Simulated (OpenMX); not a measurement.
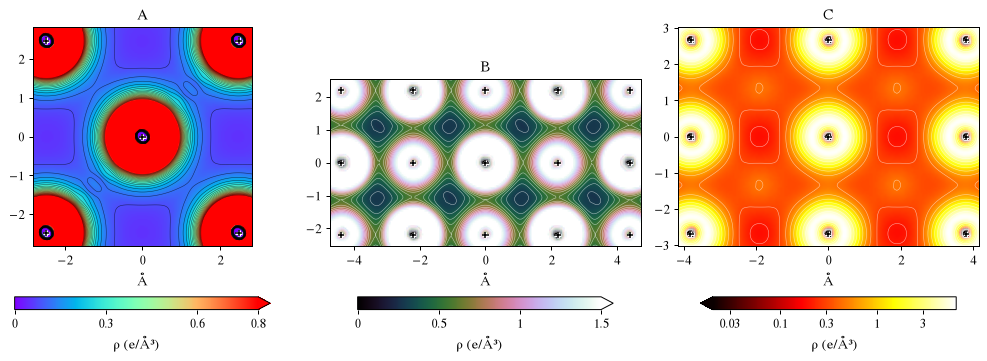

The valence electron density of 3 systems, each on a plane through atoms (crosses mark nuclei in the plane).

Level of theory: Kohn-Sham DFT of a periodic cell, PBE, OpenMX 2013 PBE set in OpenMX 3.8.5.

System 1: Ir, the (100) plane of the standardised cell. Space group P-1; changed on purpose from its base cell (cell strained at random at fixed volume); computed pressure about 15 GPa in this cell.

```xyz
2
Lattice="-0.0103 0.0535 3.8243 3.8071 -0.0077 -0.0103 0.0013 1.9048 -1.8854" Properties=species:S:1:pos:R:3 pbc="T T T"
Ir    1.9042    0.9485   -0.9479
Ir   -0.0045    0.9792    0.9695
```

System 2: WC, the (001) plane of the conventional cell. Space group Fm-3m; a structure from a database of computed crystals, not necessarily the ambient phase.

```cif
data_structure
_symmetry_space_group_name_H-M 'P 1'
_symmetry_Int_Tables_number 1
_cell_length_a 4.3854
_cell_length_b 4.3854
_cell_length_c 4.3854
_cell_angle_alpha 90.000
_cell_angle_beta 90.000
_cell_angle_gamma 90.000
_cell_volume 84.34
loop_
_atom_site_label
_atom_site_type_symbol
_atom_site_fract_x
_atom_site_fract_y
_atom_site_fract_z
_atom_site_occupancy
W1 W 0.00000 0.00000 0.00000 1
W2 W 0.00000 0.50000 0.50000 1
W3 W 0.50000 0.50000 0.00000 1
W4 W 0.50000 0.00000 0.50000 1
C1 C 0.00000 0.50000 0.00000 1
C2 C 0.00000 0.00000 0.50000 1
C3 C 0.50000 0.00000 0.00000 1
C4 C 0.50000 0.50000 0.50000 1
```

System 3: Pb, the (010) plane of the conventional cell. Space group Fm-3m; computed pressure about 3 GPa in this cell.

Q: Which map belongs to which system?

A: Panel A is system 3, Pb: the plane holds Pb. Pb–Pb (3.50 Å): the density is about 0.14 e/Å³ at the midpoint. Panel B is system 2, WC: the plane holds W and C. W–C (2.19 Å): the density is about 0.61 e/Å³ at the midpoint. Panel C is system 1, Ir: the plane holds Ir. Ir–Ir (2.68 Å): ρ is about 0.47 e/Å³ halfway.
